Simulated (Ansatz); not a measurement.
# Si₁₂₈C₁₂₇: geometry relaxation (part 1 of 4)

The run: geometry relaxation of Si₁₂₈C₁₂₇ (defect cell, 255 atoms in the cell). Method and program: DFT, PBEsol, PAW, plane waves (Ansatz 0.2.0).

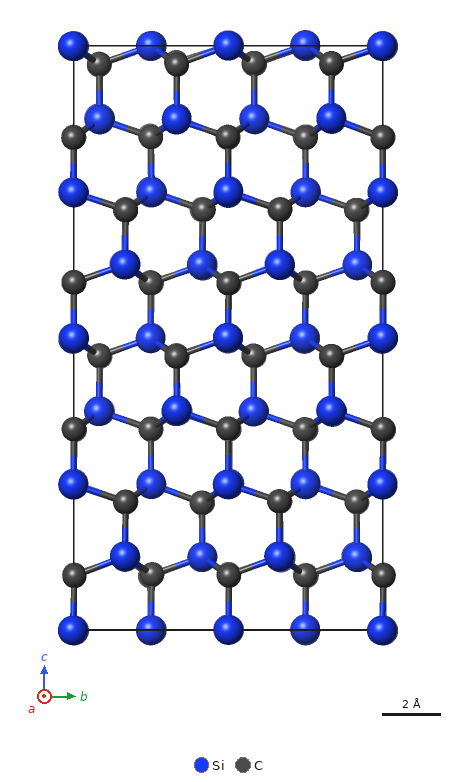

Figure 1. The structure as given in the input (ball-and-stick view of the cell of the calculation, along the a axis).

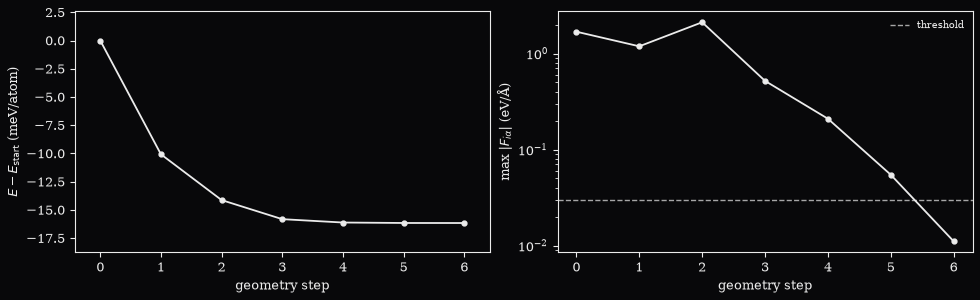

Figure 2. Progress of the relaxation, step by step (the first geometry is step 0 here and step 1 in the log).

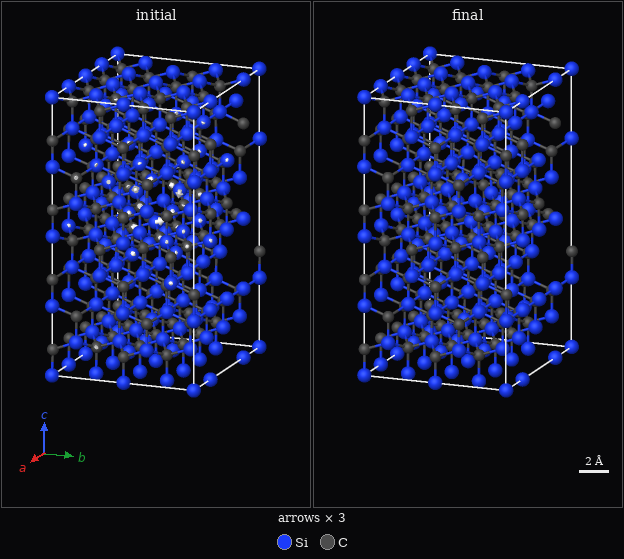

Figure 3. Before (left) and after (right) the relaxation, at one scale (ball-and-stick view of the cell of the calculation (origin shifted), seen slightly off an axis). The white arrows give the displacements, magnified 3 times. The largest move is that of Si117, 0.26 Å. By element the largest moves are Si 0.26 Å, C 0.15 Å. The cell stays as it was. Among the contacts that change: Si117–C238 1.856 → 1.976 Å, Si52–C155 1.877 → 1.972 Å, Si54–C213 1.910 → 2.002 Å, Si113–C146 1.972 → 1.889 Å. Among the angles that change: Si117–C248–Si125 111.3° → 103.2°, Si117–C240–Si119 110.4° → 103.2°, C238–Si117–C240 110.9° → 104.5°. After 6 geometry steps the energy has fallen by 16.2 meV per atom. Largest force component: 1.7 eV/Å at the start, 0.011 eV/Å at the end. (Atoms are counted from 1 in the order of the input.)

The input and output of the run follow.

**Input file**
```yaml
crystal:
  lattice:
    - [12.312272, 0.000000, 0.000000]
    - [0.000000, 10.662740, 0.000000]
    - [0.000000, 0.000000, 20.151893]
  atoms:
    - { symbol: Si, position: [0.000884, 0.998721, 0.248808] }
    - { symbol: Si, position: [0.998760, 0.000070, 0.748668] }
    - { symbol: Si, position: [0.249988, 0.000218, 0.248397] }
    - { symbol: Si, position: [0.247295, 0.001678, 0.748576] }
    - { symbol: Si, position: [0.125819, 0.249917, 0.250114] }
    - { symbol: Si, position: [0.126146, 0.249830, 0.748308] }
    - { symbol: Si, position: [0.998759, 0.497311, 0.249347] }
    - { symbol: Si, position: [0.998392, 0.499848, 0.749862] }
    - { symbol: Si, position: [0.498362, 0.999738, 0.251067] }
    - { symbol: Si, position: [0.497226, 0.001148, 0.748500] }
    - { symbol: Si, position: [0.376273, 0.250685, 0.250784] }
    - { symbol: Si, position: [0.374707, 0.252361, 0.749220] }
    - { symbol: Si, position: [0.249524, 0.500715, 0.248848] }
    - { symbol: Si, position: [0.249446, 0.500835, 0.751386] }
    - { symbol: Si, position: [0.126401, 0.748419, 0.250508] }
    - { symbol: Si, position: [0.123152, 0.750528, 0.749449] }
    - { symbol: Si, position: [0.748576, 0.997428, 0.249358] }
    - { symbol: Si, position: [0.748721, 0.997593, 0.749672] }
    - { symbol: Si, position: [0.623735, 0.249981, 0.249520] }
    - { symbol: Si, position: [0.625342, 0.249872, 0.751292] }
    - { symbol: Si, position: [0.499841, 0.504038, 0.250757] }
    - { symbol: Si, position: [0.498694, 0.500639, 0.751990] }
    - { symbol: Si, position: [0.373365, 0.748089, 0.249377] }
    - { symbol: Si, position: [0.372457, 0.748777, 0.749494] }
    - { symbol: Si, position: [0.877202, 0.251749, 0.249481] }
    - { symbol: Si, position: [0.875618, 0.253944, 0.749129] }
    - { symbol: Si, position: [0.747504, 0.502810, 0.249504] }
    - { symbol: Si, position: [0.749310, 0.499766, 0.747771] }
    - { symbol: Si, position: [0.625302, 0.750520, 0.251688] }
    - { symbol: Si, position: [0.622936, 0.752032, 0.750072] }
    - { symbol: Si, position: [0.876733, 0.750244, 0.249070] }
    - { symbol: Si, position: [0.875322, 0.749766, 0.748821] }
    - { symbol: Si, position: [0.997497, 0.164776, 0.126600] }
    - { symbol: Si, position: [0.002059, 0.166336, 0.625443] }
    - { symbol: Si, position: [0.249411, 0.167707, 0.125251] }
    - { symbol: Si, position: [0.251621, 0.162640, 0.625389] }
    - { symbol: Si, position: [0.121958, 0.414782, 0.124187] }
    - { symbol: Si, position: [0.126079, 0.418137, 0.625592] }
    - { symbol: Si, position: [0.002278, 0.665206, 0.125585] }
    - { symbol: Si, position: [0.000875, 0.665718, 0.624544] }
    - { symbol: Si, position: [0.498844, 0.165962, 0.124823] }
    - { symbol: Si, position: [0.502730, 0.166749, 0.625773] }
    - { symbol: Si, position: [0.375763, 0.415385, 0.124446] }
    - { symbol: Si, position: [0.377069, 0.415277, 0.625763] }
    - { symbol: Si, position: [0.253380, 0.670217, 0.123753] }
    - { symbol: Si, position: [0.247715, 0.665097, 0.626866] }
    - { symbol: Si, position: [0.124044, 0.916155, 0.125371] }
    - { symbol: Si, position: [0.125147, 0.917028, 0.623776] }
    - { symbol: Si, position: [0.752512, 0.167144, 0.125823] }
    - { symbol: Si, position: [0.750140, 0.168423, 0.626065] }
    - { symbol: Si, position: [0.623836, 0.417082, 0.125487] }
    - { symbol: Si, position: [0.624327, 0.417453, 0.623431] }
    - { symbol: Si, position: [0.501484, 0.669105, 0.126379] }
    - { symbol: Si, position: [0.499666, 0.667973, 0.624069] }
    - { symbol: Si, position: [0.377286, 0.917203, 0.124760] }
    - { symbol: Si, position: [0.378256, 0.917602, 0.624251] }
    - { symbol: Si, position: [0.873622, 0.416273, 0.125428] }
    - { symbol: Si, position: [0.873792, 0.413683, 0.625098] }
    - { symbol: Si, position: [0.750948, 0.663816, 0.126533] }
    - { symbol: Si, position: [0.749067, 0.667825, 0.625714] }
    - { symbol: Si, position: [0.623898, 0.913467, 0.126130] }
    - { symbol: Si, position: [0.625260, 0.917656, 0.625336] }
    - { symbol: Si, position: [0.877951, 0.917394, 0.124295] }
    - { symbol: Si, position: [0.874748, 0.917701, 0.624500] }
    - { symbol: Si, position: [0.125145, 0.085497, 0.374575] }
    - { symbol: Si, position: [0.124997, 0.081410, 0.875181] }
    - { symbol: Si, position: [0.001109, 0.333493, 0.376558] }
    - { symbol: Si, position: [0.998946, 0.332334, 0.873440] }
    - { symbol: Si, position: [0.374460, 0.082166, 0.375317] }
    - { symbol: Si, position: [0.373795, 0.082537, 0.876441] }
    - { symbol: Si, position: [0.249066, 0.336335, 0.374836] }
    - { symbol: Si, position: [0.252442, 0.333433, 0.874720] }
    - { symbol: Si, position: [0.126174, 0.583766, 0.374243] }
    - { symbol: Si, position: [0.125786, 0.582971, 0.875571] }
    - { symbol: Si, position: [0.994869, 0.833993, 0.375534] }
    - { symbol: Si, position: [0.998788, 0.832297, 0.875927] }
    - { symbol: Si, position: [0.626326, 0.082417, 0.375281] }
    - { symbol: Si, position: [0.623828, 0.085751, 0.875353] }
    - { symbol: Si, position: [0.497822, 0.331027, 0.374158] }
    - { symbol: Si, position: [0.500685, 0.333501, 0.874232] }
    - { symbol: Si, position: [0.374636, 0.580922, 0.373639] }
    - { symbol: Si, position: [0.377544, 0.585832, 0.873707] }
    - { symbol: Si, position: [0.251110, 0.836429, 0.373122] }
    - { symbol: Si, position: [0.248655, 0.833432, 0.875172] }
    - { symbol: Si, position: [0.876487, 0.081192, 0.374194] }
    - { symbol: Si, position: [0.877839, 0.084158, 0.873554] }
    - { symbol: Si, position: [0.750336, 0.332151, 0.374157] }
    - { symbol: Si, position: [0.750816, 0.333720, 0.876037] }
    - { symbol: Si, position: [0.624445, 0.584084, 0.374006] }
    - { symbol: Si, position: [0.624118, 0.583743, 0.874251] }
    - { symbol: Si, position: [0.498517, 0.831733, 0.375772] }
    - { symbol: Si, position: [0.498223, 0.833722, 0.877515] }
    - { symbol: Si, position: [0.876768, 0.581469, 0.374059] }
    - { symbol: Si, position: [0.873546, 0.583877, 0.874290] }
    - { symbol: Si, position: [0.747234, 0.836696, 0.373078] }
    - { symbol: Si, position: [0.748721, 0.834603, 0.874443] }
    - { symbol: Si, position: [0.999768, 0.001645, 0.499630] }
    - { symbol: Si, position: [0.999329, 0.996254, 0.999361] }
    - { symbol: Si, position: [0.249930, 0.000273, 0.499907] }
    - { symbol: Si, position: [0.248673, 0.000143, 0.000152] }
    - { symbol: Si, position: [0.127720, 0.249657, 0.500779] }
    - { symbol: Si, position: [0.123976, 0.250609, 0.999159] }
    - { symbol: Si, position: [0.998607, 0.497742, 0.500706] }
    - { symbol: Si, position: [0.997315, 0.500113, 0.999855] }
    - { symbol: Si, position: [0.500721, 0.997933, 0.500157] }
    - { symbol: Si, position: [0.499259, 0.001770, 0.998891] }
    - { symbol: Si, position: [0.372934, 0.249129, 0.498928] }
    - { symbol: Si, position: [0.374003, 0.249061, 0.998969] }
    - { symbol: Si, position: [0.248538, 0.498904, 0.498559] }
    - { symbol: Si, position: [0.250564, 0.503373, 0.000235] }
    - { symbol: Si, position: [0.125492, 0.749403, 0.499893] }
    - { symbol: Si, position: [0.126021, 0.747403, 0.000819] }
    - { symbol: Si, position: [0.750271, 0.997666, 0.498023] }
    - { symbol: Si, position: [0.748366, 0.998262, 0.999155] }
    - { symbol: Si, position: [0.625129, 0.248836, 0.500295] }
    - { symbol: Si, position: [0.625735, 0.253297, 0.000200] }
    - { symbol: Si, position: [0.501194, 0.497494, 0.499440] }
    - { symbol: Si, position: [0.502315, 0.499246, 0.001295] }
    - { symbol: Si, position: [0.373511, 0.745873, 0.497941] }
    - { symbol: Si, position: [0.374722, 0.749350, 0.999523] }
    - { symbol: Si, position: [0.875984, 0.248150, 0.499207] }
    - { symbol: Si, position: [0.873536, 0.249081, 0.999976] }
    - { symbol: Si, position: [0.750138, 0.500470, 0.500082] }
    - { symbol: Si, position: [0.746659, 0.500716, 0.000204] }
    - { symbol: Si, position: [0.625455, 0.748259, 0.498898] }
    - { symbol: Si, position: [0.622974, 0.749867, 0.998941] }
    - { symbol: Si, position: [0.873286, 0.746387, 0.500080] }
    - { symbol: Si, position: [0.874052, 0.749632, 0.001647] }
    - { symbol: C, position: [0.998526, 0.002101, 0.092719] }
    - { symbol: C, position: [0.000726, 0.001857, 0.594645] }
    - { symbol: C, position: [0.251675, 0.002086, 0.092207] }
    - { symbol: C, position: [0.250179, 0.001966, 0.594571] }
    - { symbol: C, position: [0.123552, 0.247319, 0.092134] }
    - { symbol: C, position: [0.127141, 0.252758, 0.593724] }
    - { symbol: C, position: [0.999080, 0.501562, 0.093270] }
    - { symbol: C, position: [0.000463, 0.500228, 0.593571] }
    - { symbol: C, position: [0.499412, 0.001915, 0.094725] }
    - { symbol: C, position: [0.501023, 0.998866, 0.594975] }
    - { symbol: C, position: [0.373723, 0.246480, 0.092337] }
    - { symbol: C, position: [0.377169, 0.249237, 0.592880] }
    - { symbol: C, position: [0.250125, 0.501422, 0.096043] }
    - { symbol: C, position: [0.250301, 0.504385, 0.593954] }
    - { symbol: C, position: [0.124566, 0.751438, 0.094001] }
    - { symbol: C, position: [0.124365, 0.752060, 0.594973] }
    - { symbol: C, position: [0.749189, 0.002709, 0.093781] }
    - { symbol: C, position: [0.749254, 0.000410, 0.595874] }
    - { symbol: C, position: [0.625122, 0.250949, 0.093774] }
    - { symbol: C, position: [0.627472, 0.248407, 0.595331] }
    - { symbol: C, position: [0.500766, 0.500653, 0.094768] }
    - { symbol: C, position: [0.375796, 0.753461, 0.092695] }
    - { symbol: C, position: [0.375920, 0.750144, 0.594876] }
    - { symbol: C, position: [0.875584, 0.254141, 0.095534] }
    - { symbol: C, position: [0.876322, 0.249405, 0.593680] }
    - { symbol: C, position: [0.750021, 0.502717, 0.092959] }
    - { symbol: C, position: [0.749381, 0.500394, 0.593219] }
    - { symbol: C, position: [0.625214, 0.749115, 0.093503] }
    - { symbol: C, position: [0.625201, 0.753002, 0.594402] }
    - { symbol: C, position: [0.874508, 0.748501, 0.093584] }
    - { symbol: C, position: [0.876698, 0.749722, 0.594066] }
    - { symbol: C, position: [0.000619, 0.999818, 0.343808] }
    - { symbol: C, position: [0.997708, 0.998651, 0.842580] }
    - { symbol: C, position: [0.251027, 0.003707, 0.342340] }
    - { symbol: C, position: [0.248805, 0.999390, 0.842109] }
    - { symbol: C, position: [0.126983, 0.249126, 0.345117] }
    - { symbol: C, position: [0.122765, 0.246545, 0.846267] }
    - { symbol: C, position: [0.998471, 0.499481, 0.345028] }
    - { symbol: C, position: [0.000603, 0.497776, 0.844303] }
    - { symbol: C, position: [0.496498, 0.001973, 0.343524] }
    - { symbol: C, position: [0.501371, 0.001640, 0.843197] }
    - { symbol: C, position: [0.371831, 0.249787, 0.342813] }
    - { symbol: C, position: [0.373485, 0.250324, 0.843569] }
    - { symbol: C, position: [0.250992, 0.500600, 0.343875] }
    - { symbol: C, position: [0.249612, 0.500225, 0.842734] }
    - { symbol: C, position: [0.123721, 0.752412, 0.342714] }
    - { symbol: C, position: [0.129933, 0.747337, 0.844193] }
    - { symbol: C, position: [0.750813, 0.001824, 0.343964] }
    - { symbol: C, position: [0.747724, 0.998993, 0.844248] }
    - { symbol: C, position: [0.627364, 0.251188, 0.343710] }
    - { symbol: C, position: [0.625799, 0.250184, 0.844682] }
    - { symbol: C, position: [0.500542, 0.503786, 0.343433] }
    - { symbol: C, position: [0.499857, 0.500600, 0.843620] }
    - { symbol: C, position: [0.376897, 0.752267, 0.343218] }
    - { symbol: C, position: [0.373213, 0.751408, 0.844892] }
    - { symbol: C, position: [0.874598, 0.248034, 0.344199] }
    - { symbol: C, position: [0.877925, 0.249815, 0.843731] }
    - { symbol: C, position: [0.748336, 0.499269, 0.344169] }
    - { symbol: C, position: [0.750544, 0.498908, 0.842218] }
    - { symbol: C, position: [0.627592, 0.749129, 0.342807] }
    - { symbol: C, position: [0.624119, 0.749789, 0.843908] }
    - { symbol: C, position: [0.876903, 0.746405, 0.343743] }
    - { symbol: C, position: [0.875030, 0.750429, 0.842350] }
    - { symbol: C, position: [0.995859, 0.167443, 0.219742] }
    - { symbol: C, position: [0.002509, 0.169406, 0.718509] }
    - { symbol: C, position: [0.246945, 0.167771, 0.218085] }
    - { symbol: C, position: [0.251988, 0.166496, 0.719671] }
    - { symbol: C, position: [0.123913, 0.418471, 0.217816] }
    - { symbol: C, position: [0.126732, 0.415340, 0.720599] }
    - { symbol: C, position: [0.999624, 0.665274, 0.220478] }
    - { symbol: C, position: [0.998473, 0.668286, 0.720301] }
    - { symbol: C, position: [0.501085, 0.169781, 0.219467] }
    - { symbol: C, position: [0.498182, 0.166060, 0.718670] }
    - { symbol: C, position: [0.373832, 0.413156, 0.218182] }
    - { symbol: C, position: [0.374709, 0.414195, 0.719001] }
    - { symbol: C, position: [0.250032, 0.665925, 0.220265] }
    - { symbol: C, position: [0.252094, 0.665156, 0.719619] }
    - { symbol: C, position: [0.124537, 0.917056, 0.218233] }
    - { symbol: C, position: [0.123480, 0.917928, 0.719062] }
    - { symbol: C, position: [0.751979, 0.166463, 0.218570] }
    - { symbol: C, position: [0.749502, 0.166873, 0.720355] }
    - { symbol: C, position: [0.625114, 0.414729, 0.217205] }
    - { symbol: C, position: [0.624345, 0.419061, 0.720073] }
    - { symbol: C, position: [0.502930, 0.667937, 0.219972] }
    - { symbol: C, position: [0.496483, 0.667426, 0.718812] }
    - { symbol: C, position: [0.373560, 0.914609, 0.219960] }
    - { symbol: C, position: [0.376055, 0.916456, 0.719113] }
    - { symbol: C, position: [0.877297, 0.415056, 0.217893] }
    - { symbol: C, position: [0.876426, 0.420387, 0.719304] }
    - { symbol: C, position: [0.748210, 0.664286, 0.220278] }
    - { symbol: C, position: [0.748233, 0.667362, 0.719089] }
    - { symbol: C, position: [0.623600, 0.914772, 0.220150] }
    - { symbol: C, position: [0.624860, 0.915136, 0.718263] }
    - { symbol: C, position: [0.876962, 0.914939, 0.219521] }
    - { symbol: C, position: [0.877725, 0.913267, 0.719147] }
    - { symbol: C, position: [0.125721, 0.085860, 0.467929] }
    - { symbol: C, position: [0.126136, 0.082376, 0.969269] }
    - { symbol: C, position: [0.997761, 0.332046, 0.467868] }
    - { symbol: C, position: [0.997861, 0.334247, 0.967832] }
    - { symbol: C, position: [0.374923, 0.082508, 0.470372] }
    - { symbol: C, position: [0.375954, 0.081264, 0.966812] }
    - { symbol: C, position: [0.247804, 0.333991, 0.469434] }
    - { symbol: C, position: [0.249024, 0.334001, 0.970315] }
    - { symbol: C, position: [0.124599, 0.581172, 0.469845] }
    - { symbol: C, position: [0.123703, 0.581920, 0.968188] }
    - { symbol: C, position: [0.001052, 0.835095, 0.468889] }
    - { symbol: C, position: [0.997808, 0.833771, 0.970369] }
    - { symbol: C, position: [0.623778, 0.083555, 0.469227] }
    - { symbol: C, position: [0.626975, 0.084617, 0.968558] }
    - { symbol: C, position: [0.501435, 0.332301, 0.470490] }
    - { symbol: C, position: [0.499124, 0.334401, 0.968736] }
    - { symbol: C, position: [0.372824, 0.584477, 0.469005] }
    - { symbol: C, position: [0.377402, 0.584020, 0.970695] }
    - { symbol: C, position: [0.248752, 0.835676, 0.468619] }
    - { symbol: C, position: [0.249856, 0.833583, 0.968060] }
    - { symbol: C, position: [0.874241, 0.083072, 0.469172] }
    - { symbol: C, position: [0.874375, 0.081849, 0.968921] }
    - { symbol: C, position: [0.750259, 0.335453, 0.469049] }
    - { symbol: C, position: [0.748528, 0.331165, 0.972016] }
    - { symbol: C, position: [0.623974, 0.582015, 0.469301] }
    - { symbol: C, position: [0.624710, 0.586366, 0.968661] }
    - { symbol: C, position: [0.500941, 0.836188, 0.468661] }
    - { symbol: C, position: [0.500169, 0.835441, 0.969177] }
    - { symbol: C, position: [0.874219, 0.581951, 0.469697] }
    - { symbol: C, position: [0.873860, 0.582410, 0.970669] }
    - { symbol: C, position: [0.748254, 0.832210, 0.469119] }
    - { symbol: C, position: [0.751066, 0.833070, 0.968656] }
  symmetry: { detect: false }
kpoints:
  mp_grid: { grid: [1, 1, 1], shift: [0.25, 0.25, 0.25] }
hamiltonian:
  xc: pbesol
scf:
  occupations: { method: fermi_dirac, width: 0.01 }
relax:
  f_tol: 0.03
  max_steps: 80
  escape_saddle: false
  adjacent_minimum: "off"
output:
  forces: true
  eigenvalues: true
  populations: true
```

Run as:
```bash
ansatz run in.yaml --threads 8 --pin off --max-ram 118750MiB --runs-dir r --events-out ev --progress --plain --backend cuda --devices 0,
```

**Log**
```
Pseudopotentials: kind: paw
Functional definition: PBEsol
  exchange = pbesol_x
  correlation = pbesol_c
Crystal: 255 atoms, lattice volume = 2645.592 Å³
Basis set: ecut = 420 eV, 51705 PW (Γ), exchange–correlation on 180×144×270 points (8 copies of the dense FFT grid, shifted against one another)
Bands: 765, of which v1, the nominal top of the filled ones, is band 510 counted from 1 (509 counted from 0)
Symmetry: 1 space group operations
k-points: 1
Non-local potential: Si, projectors of the file, l = 0: 2, l = 1: 2, l = 2: 2
Non-local potential: C, projectors of the file, l = 0: 2, l = 1: 2, l = 2: 1
PAW form: soft (Blöchl's): semilocal exchange-correlation on the pseudo side does not see the compensation charge
PAW frozen core: Si, regenerated for the run's functional, and the local potential with it (the file was generated under x = pbe(κ = 0.804, μ = 0.2195149727645171), c = pbe(β = 0.06672455060314922))
PAW frozen core: C, regenerated for the run's functional, and the local potential with it (the file was generated under x = pbe(κ = 0.804, μ = 0.2195149727645171), c = pbe(β = 0.06672455060314922))
PAW one-centre angular grid: Si, 110 points (default); XC on 64 Gauss nodes
PAW one-centre angular grid: C, 110 points (default); XC on 64 Gauss nodes
Initial density: superposition of atomic densities (neutral atoms: chi_scale 0, normalization atom), corrected by the library's trained network
Initial wavefunctions: pseudopotential atomic-orbital guess
Functional: x = pbesol(κ = 0.804, μ = 0.12345679012345678), c = pbesol(β = 0.046)
```
